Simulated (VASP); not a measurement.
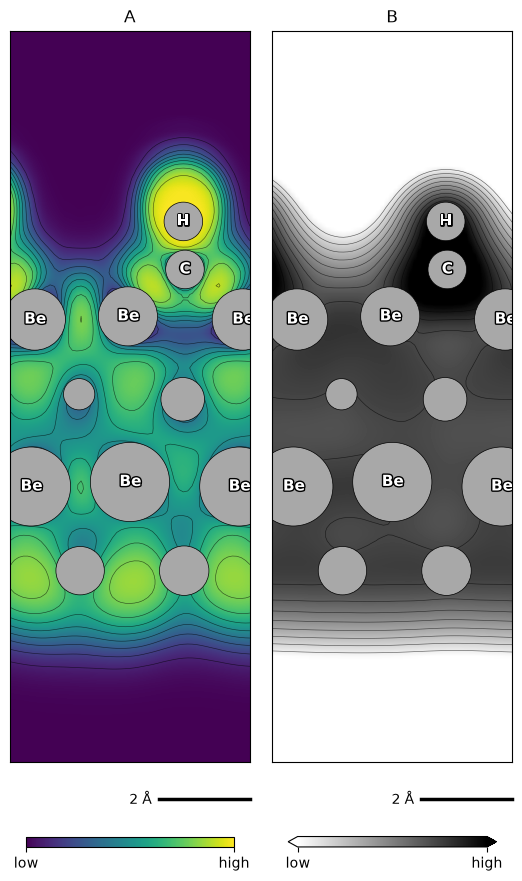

Be₁₆HC (slab): 2 fields on the (100) plane of the calculation cell, a cut from vacuum to vacuum, with unlabelled colour scales. Grey discs cover the atomic cores.

Not relaxed (largest force 1.4 eV/Å).

All numbers below come from Kohn-Sham DFT of a periodic cell, PBE, VASP PAW PBE potentials, recommended in VASP.

> Which field does each panel show? The fields are: electron localisation function and valence pseudo-density.

Panel A: electron localisation function. Panel B: valence pseudo-density. From the grid: C–H (1.06 Å): the density is about 2 e/Å³ at the midpoint; the ELF climbs to about 1 towards the hydrogen, as it does in any bond to H (an ordinary covalent bond to hydrogen). Be–C (1.63 Å): the density is about 0.96 e/Å³ at the midpoint; the ELF peaks at about 0.90 between the atoms.
